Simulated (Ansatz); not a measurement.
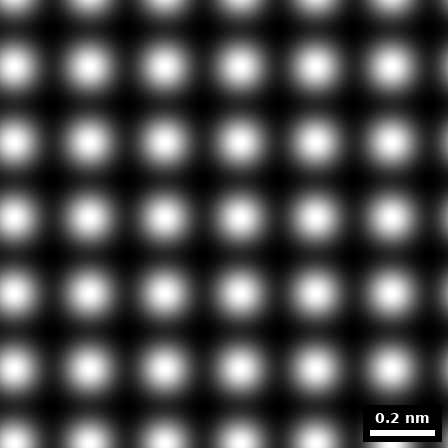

HAADF-like image of Cu (Pm-3m, No. 221). Simulation: incoherent imaging, intensity Z^1.7 per atom, probe width 1.13 Å, thin sample. The probe carries 15 % of its weight in a tail 2.5 times as wide. The display is stretched by a gamma of 0.8; percentages refer to the linear signal. Model: the input geometry of an electronic-structure calculation (not necessarily at equilibrium); the starting structure was generated, so it need not be a known form of this composition.

Space group Pm-3m (No. 221). a = 2.360 Å, b = 2.360 Å, c = 2.360 Å, α = 90.00°, β = 90.00°, γ = 90.00°
```json
{"atom": "Cu", "site": "1a", "symmetry": "m-3m", "x": "0.0000", "y": "0.0000", "z": "0.0000"}
```

**Which beam direction gives this image, [001], [221], [211] or [111]? (Directions equivalent by symmetry count as one.)**

[001]. The projected cells are 2.36 × 2.36 Å, 90° for [001]; 1.11 × 1.76 Å, 108° for [221]; 1.36 × 1.67 Å, 90° for [211]; 1.93 × 1.93 Å, 120° for [111], and the image repeats as the [001] one does.
